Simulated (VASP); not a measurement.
System: MgSe.

```xyz
4
Lattice="2.7363 -2.7363 0.0000 2.7363 2.7363 0.0000 0.0000 0.0000 5.4178" Properties=species:S:1:pos:R:3 pbc="T T T"
Mg    0.0000    0.0000    0.0000
Mg    2.7363    0.0000    2.7089
Se    2.7363    0.0000    0.0000
Se    0.0000    0.0000    2.7089
```

Space group I4/mmm; started from the rocksalt prototype, which need not be the ambient phase; changed on purpose from its base cell (uniaxial z strain -1.0%).

Level of theory: VASP 6.6.1, DFT, r2SCAN, plane waves, PAW.

Q: Predict the valence pseudo-density and electron localisation function between the atoms.

A: Mg–Se (2.71 Å): the density is about 0.26 e/Å³ at the midpoint; the ELF is about 0.85 at the midpoint (a largely ionic contact).

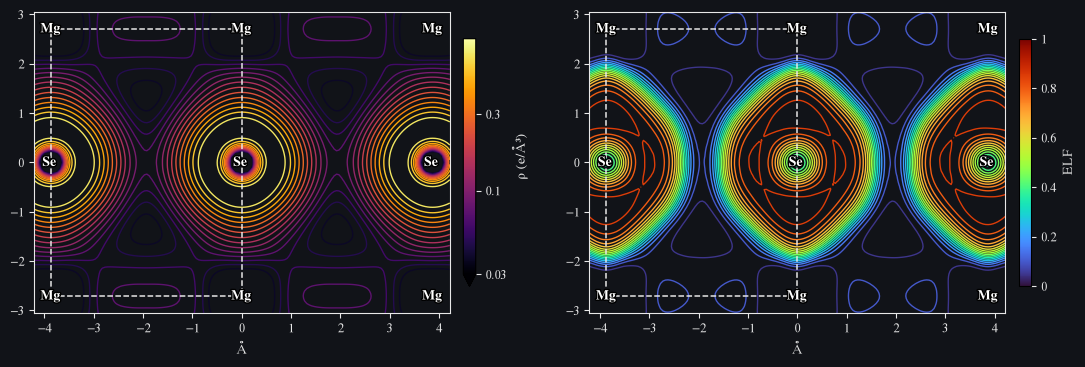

Computed valence pseudo-density and electron localisation function on the (100) plane of the conventional cell, in this order. 

Core electrons are frozen (PAW), and the valence fields are smoothed inside the atomic spheres.
